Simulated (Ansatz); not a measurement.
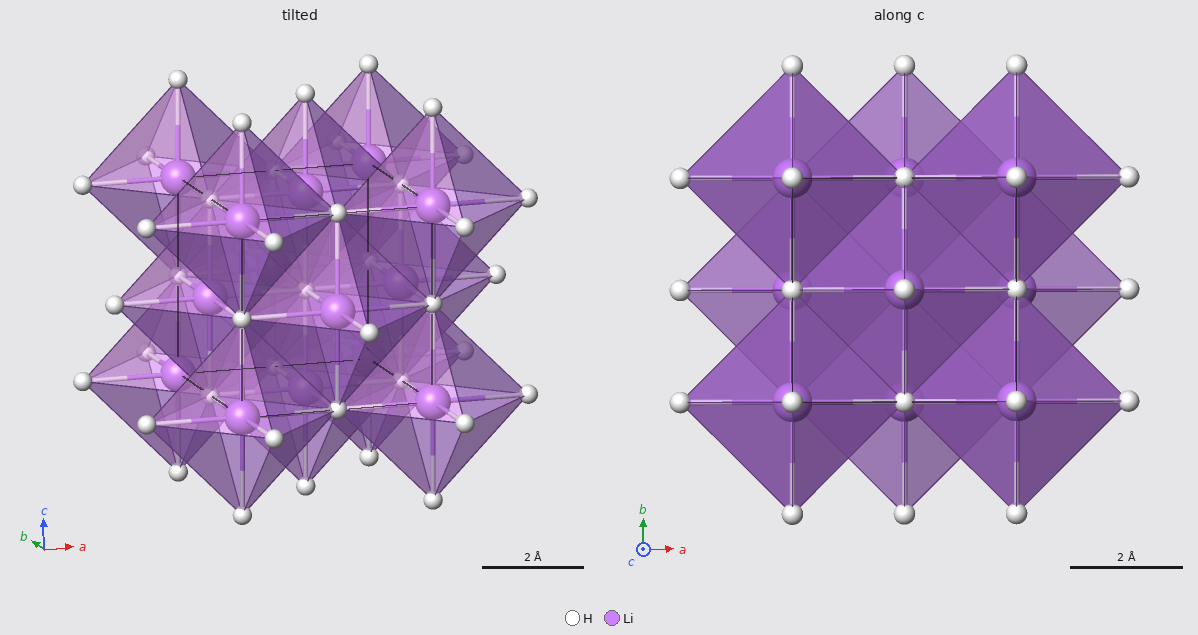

Polyhedral drawing of the structure, looking slightly off an axis and along the c axis. One drawn cell (a repeat of the simulation cell) is framed, with atoms on its boundary repeated. Some atoms of the next cells are drawn as well.

LiH, a = 4.013 Å, b = 4.013 Å, c = 4.013 Å, α = 89.81°, β = 89.81°, γ = 89.81°. Strictly the space group is R-3m (No. 166, within 0.01 Å). It is a distorted form of a face-centred cubic structure, space group Fm-3m (No. 225) within 0.25 Å: rock salt (NaCl type). It goes back to a structure type filled with these elements by a generator (whether the compound takes this form wasn't checked). The cell was then strained or its atoms displaced on purpose. Ansatz was used for an electronic-structure calculation on it.

This one geometry was computed with Ansatz (DFT, plane waves, PAW) at three levels of theory: r2SCAN, PBE and HSE06. It was relaxed with r2SCAN and then strained.

How does the band gap change with the level of theory?

Answer. PBE: a gap of 2.99 eV, direct; r2SCAN: a gap of 3.63 eV, direct; HSE06: a gap of 3.97 eV, direct.

Collect the results in a table.

Answer.
| level | cutoff (eV) | k-mesh of the run's cell | gap (eV) | pressure (GPa) |
| --- | --- | --- | --- | --- |
| r2SCAN | 500 | 10×10×10 | 3.63 | -0.2 |
| PBE | 420 | 10×10×10 | 2.99 | -0.2 |
| HSE06 | 420 | 8×8×8 | 3.97 | -0.7 |

Gaps are taken on the k-mesh or band path of each run.
